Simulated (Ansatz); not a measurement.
Here is a crystal structure:

```
Sn O
1.0
     2.66402   -2.66402    0.00000
     2.66402    2.66402    0.00000
     0.00000    0.00000    9.31212
Sn O
4 4
Direct
  0.00000 0.00000 0.00000
  0.49920 0.50080 0.25423
  0.99920 0.00080 0.50000
  0.50000 0.50000 0.75423
  0.49918 0.00082 0.37712
  0.00002 0.49998 0.87712
  0.50002 0.99998 0.87712
  0.99918 0.50082 0.37712
```

Q: What would you see if this were drawn?

A: The solid is SnO. Within 0.01 Å the space group is P4/nmm (No. 129), primitive tetragonal. Counting shared atoms by their share gives 4 Sn, 4 O, or 8 atoms. The Sn atoms are each bonded to four O at 2.20 Å. Each O has four Sn in a distorted tetrahedral arrangement at 2.20 Å. The bonds build SnO layers parallel to (001).

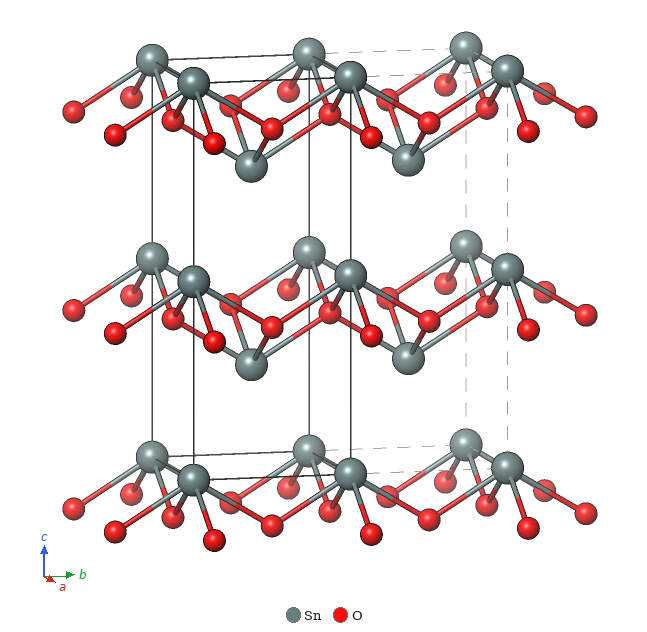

Crystal structure, ball-and-stick style, seen slightly off an axis. A 1×2×1 array of cells is drawn; the unit cell has the solid edges. Some neighbours outside the box are added.

The model was built from a structure listed in the Materials Project. It was relaxed with Ansatz 0.2.0, DFT LDA, scalar-relativistic, plane waves, PAW.
